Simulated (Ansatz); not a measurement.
A series of calculations on Pb$_{24}$S

**1. Relaxation**

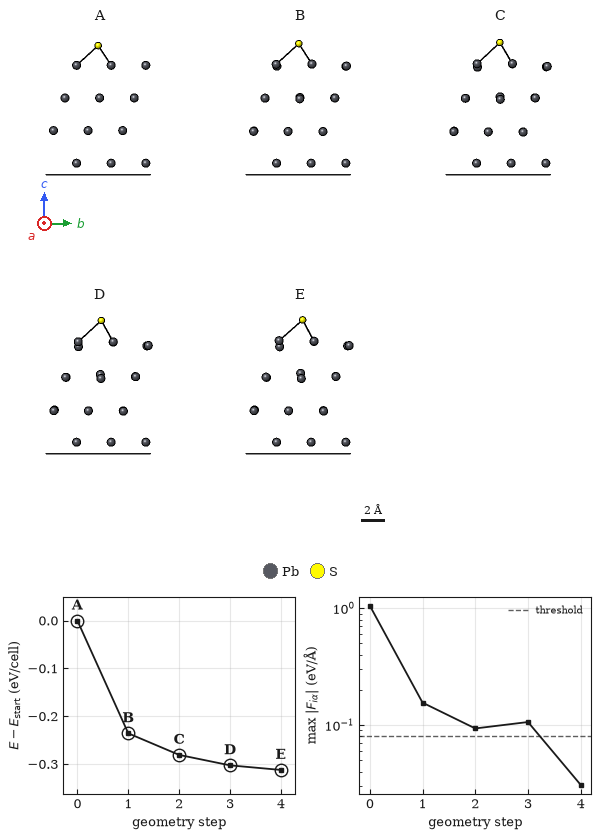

Frames of a constrained relaxation of a slab of composition Pb₂₄S, marked on the history of the run. Style: ball-and-stick. Shown: the cell of the calculation, outlined in the plane, without the vacuum (origin shifted), along the a axis.

It is S on Pb(111), set down by a guess. The run prepares the start of a later molecular dynamics calculation, from a guessed geometry. 6 atoms are held fixed.

Level of theory: DFT PBE, scalar-relativistic, plane waves, PAW in Ansatz 0.2.0. Settings: plane-wave cutoff 420 eV; k-point mesh 2 × 2 × 1; occupations fermi dirac; smearing width 0.15 eV; no spin polarisation; atoms relaxed in a fixed cell; force threshold 0.08 eV/Å; at most 25 steps.

What happens along the run?

The largest move is that of the S atom, 0.57 Å at 44° to the normal (+c side). Largest moves by element: S 0.57 Å, Pb 0.40 Å. The cell doesn't change. Near-neighbour distances that change, for instance: Pb–S 2.566 → 2.748 Å, Pb–S 2.693 → 2.761 Å, Pb–S 2.729 → 2.741 Å. Bond angles that change, for instance: Pb–S–Pb 83.4° → 78.4°. After 4 geometry steps the energy has fallen by 0.312 eV per cell of the calculation. Largest force component: 1 eV/Å at the start, 0.031 eV/Å at the end. The run took 52 s on 4 threads of Intel(R) Xeon(R) 6975P-C (Granite Rapids), with other jobs on the host, peak memory 5.2 GiB. From step 0 to 1: the S atom moves most (0.18 Å), energy −0.236 eV per cell of the calculation. From step 1 to 2: the S atom moves most (0.14 Å), energy −45.1 meV per cell of the calculation. From step 2 to 3: the S atom moves most (0.15 Å), energy −21.8 meV per cell of the calculation. From step 3 to 4: Pb and S atoms move most (0.13 Å), energy −9.6 meV per cell of the calculation.

```json
{"step": "0", "E − E(0), meV/atom": "0.00", "largest force component, eV/Å": "1.0499"}
{"step": "1", "E − E(0), meV/atom": "-9.42", "largest force component, eV/Å": "0.1554"}
{"step": "2", "E − E(0), meV/atom": "-11.23", "largest force component, eV/Å": "0.0935"}
{"step": "3", "E − E(0), meV/atom": "-12.10", "largest force component, eV/Å": "0.1061"}
{"step": "4", "E − E(0), meV/atom": "-12.49", "largest force component, eV/Å": "0.0308"}
```

Limits of the set-up: the k-point mesh is coarse for a cell with partly filled bands; the program's low-accuracy preset was used; the periodic images lie only 7.0 Å apart, so the values are limited by the cell's size.

**2. Dynamics**

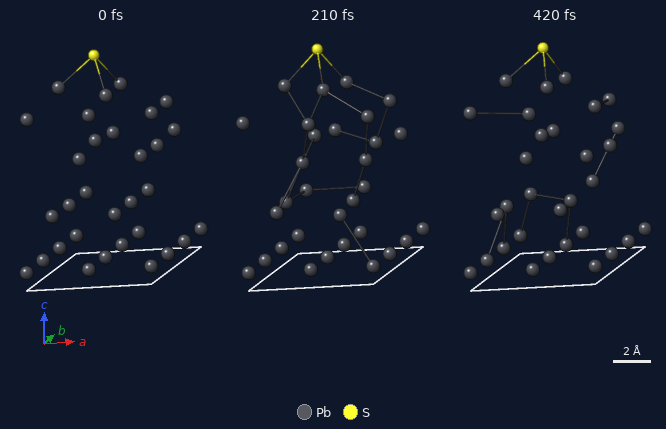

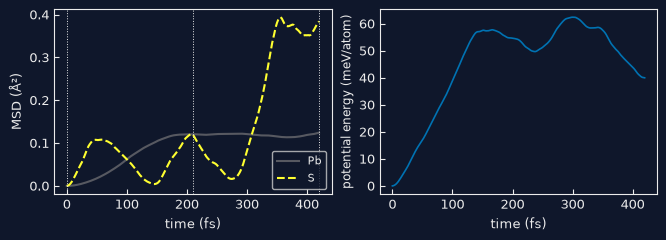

A Born-Oppenheimer molecular dynamics run of S on Pb(111) (25 atoms in the cell), 420 fs long. Frames and the history of the run. A ball-and-stick model of the simulation cell, with the vacuum cut short, seen slightly off an axis. Bonds to atoms that aren't drawn are left out.

Method: Ansatz, DFT PBE, scalar-relativistic, plane waves, PAW. Set-up: plane-wave cutoff 420 eV; k-point mesh 2 × 2 × 1; Fermi-Dirac smearing 0.15 eV; low-accuracy preset; 6 atoms held fixed; Langevin thermostat (NVT); set temperature 700 K; time step 2 fs; friction 0.01 per fs.

Q: What happens in this trajectory?

A: Over the second half the temperature averages 803 K (spread ±106 K). The temperature is still climbing (521 K in the second quarter, 871 K in the last), so the run isn't equilibrated. The potential energy in the second half lies on average 53.5 meV per atom above the first frame. Root-mean-square distances from the starting positions over the second half, with the common drift of all atoms taken out: S 0.45 Å, Pb 0.34 Å. That is small against the typical shortest distance between atoms in the first frame, about 3.4 Å: the atoms vibrate about their sites and the arrangement holds.

Limits of the set-up: the k-point mesh is coarse for a cell with partly filled bands; the program's low-accuracy preset was used; the periodic images lie only 7.0 Å apart, so the values are limited by the cell's size.

**3. Dynamics**

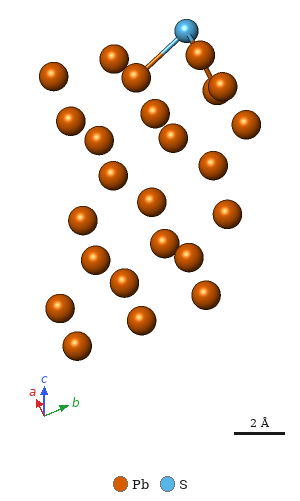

Starting frame of a dynamics run of S on Pb(111) (25 atoms in the cell). It starts from the last geometry of an earlier run, with fresh velocities. A ball-and-stick model of the simulation cell, with the vacuum cut short, seen from a free direction. Bonds to atoms that aren't drawn are left out.

Theory: DFT PBE, scalar-relativistic, plane waves, PAW (Ansatz).

Input file:
```yaml
accuracy: low
crystal:
  lattice:
    - [7.000357, 0.0, 0.0]
    - [5.250268, 9.093731, 0.0]
    - [0.0, 0.0, 20.573651]
  atoms:
    - { symbol: Pb, position: [0.0, 0.0, 0.0486059] }
    - { symbol: Pb, position: [0.5, 0.0, 0.0486059] }
    - { symbol: Pb, position: [0.0, 0.3333333, 0.0486059] }
    - { symbol: Pb, position: [0.5, 0.3333333, 0.0486059] }
    - { symbol: Pb, position: [0.0, 0.6666667, 0.0486059] }
    - { symbol: Pb, position: [0.5, 0.6666667, 0.0486059] }
    - { symbol: Pb, position: [0.16639705, 0.12496629, 0.18965364] }
    - { symbol: Pb, position: [0.66202421, 0.1469107, 0.19113222] }
    - { symbol: Pb, position: [0.10229191, 0.47126235, 0.17860272] }
    - { symbol: Pb, position: [0.60589133, 0.49377629, 0.18243512] }
    - { symbol: Pb, position: [0.16178939, 0.80593856, 0.17686817] }
    - { symbol: Pb, position: [0.65112687, 0.8195259, 0.2009087] }
    - { symbol: Pb, position: [-0.17353096, 0.26036268, 0.32156122] }
    - { symbol: Pb, position: [0.34658991, 0.24808763, 0.32565607] }
    - { symbol: Pb, position: [-0.10583676, 0.56198881, 0.31869804] }
    - { symbol: Pb, position: [0.34632853, 0.55844904, 0.35628615] }
    - { symbol: Pb, position: [-0.17502494, 0.8992391, 0.33279227] }
    - { symbol: Pb, position: [0.29393353, 0.92717842, 0.33250169] }
    - { symbol: Pb, position: [-0.02384262, 0.05152451, 0.47333562] }
    - { symbol: Pb, position: [0.45016113, 0.04682135, 0.46278846] }
    - { symbol: Pb, position: [-0.03158294, 0.36305411, 0.46079091] }
    - { symbol: Pb, position: [0.45814355, 0.38675547, 0.50009238] }
    - { symbol: Pb, position: [-0.00489364, 0.72350587, 0.49230186] }
    - { symbol: Pb, position: [0.47247023, 0.72086626, 0.49121728] }
    - { symbol: S, position: [0.33245496, 0.62465985, 0.58442597] }
basis:
  ecutwfc: 420.0
kpoints:
  mp_grid: { grid: [2, 2, 1] }
hamiltonian:
  xc: pbe
scf:
  occupations: { method: fermi_dirac, width: 0.15 }
  lower_state_search: "off"
md:
  timestep: 2
  n_steps: 250
  ensemble: nvt_nose_hoover
  temperature: 1400.0
  initial_velocities: maxwell_boltzmann
  seed: 569442
  nose_hoover: { tau: 50.0, chain_length: 3 }
  constraints: [{ sites: [0, 1, 2, 3, 4, 5] }]
```

Run as
```bash
ansatz run input.yaml --threads 4 --pin off --max-ram 10240MiB --backend cpu --events-out ev --progress --plain --runs-dir out
```

**What does the trajectory do?**

Over the second half the temperature averages 1403 K (spread ±177 K). The potential energy is still drifting at the end, so the run hasn't reached equilibrium. The potential energy in the second half lies on average 95.9 meV per atom above the first frame. In the second half of the run the atoms are, in the root-mean-square, this far from where they began (common drift taken out): S 1.28 Å, Pb 1.00 Å. That is a large part of the typical shortest distance between atoms in the first frame, about 3.2 Å and still growing: the atoms leave their places as in a liquid. The conserved quantity stays between 0 and 0.023 meV per atom of its start. A straight-line fit has a slope that amounts to +0.0099 meV per atom over 500 fs (under 0.1 % of the mean kinetic energy), its mean offset in the second half is under 0.1 %, and the ripple about the line is under 0.1 % of the kinetic energy's fluctuation. With a drift under 2 % and a ripple under 7 %, the integration is accurate.

Along the run (each row but the first and the last is the mean over the interval that it begins):

```json
{"time (fs)": "0.0", "potential energy (meV/atom)": "0.0", "T (K)": "1400"}
{"time (fs)": "50.0", "potential energy (meV/atom)": "44.1", "T (K)": "1245"}
{"time (fs)": "100.0", "potential energy (meV/atom)": "103.0", "T (K)": "1268"}
{"time (fs)": "150.0", "potential energy (meV/atom)": "139.0", "T (K)": "1240"}
{"time (fs)": "200.0", "potential energy (meV/atom)": "101.5", "T (K)": "1882"}
{"time (fs)": "250.0", "potential energy (meV/atom)": "78.5", "T (K)": "1549"}
{"time (fs)": "300.0", "potential energy (meV/atom)": "80.6", "T (K)": "1218"}
{"time (fs)": "350.0", "potential energy (meV/atom)": "93.0", "T (K)": "1248"}
{"time (fs)": "400.0", "potential energy (meV/atom)": "102.6", "T (K)": "1558"}
{"time (fs)": "450.0", "potential energy (meV/atom)": "123.4", "T (K)": "1447"}
{"time (fs)": "500.0", "potential energy (meV/atom)": "131.6", "T (K)": "1332"}
```

The paths of the atoms:

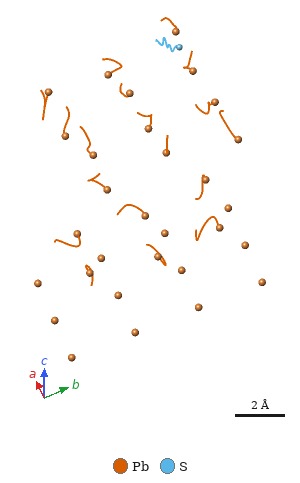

Limits of the set-up: the k-point mesh is coarse for a cell with partly filled bands; the program's low-accuracy preset was used; the periodic images lie only 7.0 Å apart, so the values are limited by the cell's size.

Cost: 26 min on 4 threads of Intel(R) Xeon(R) 6975P-C (Granite Rapids), on a shared host, peak memory 5.5 GiB.
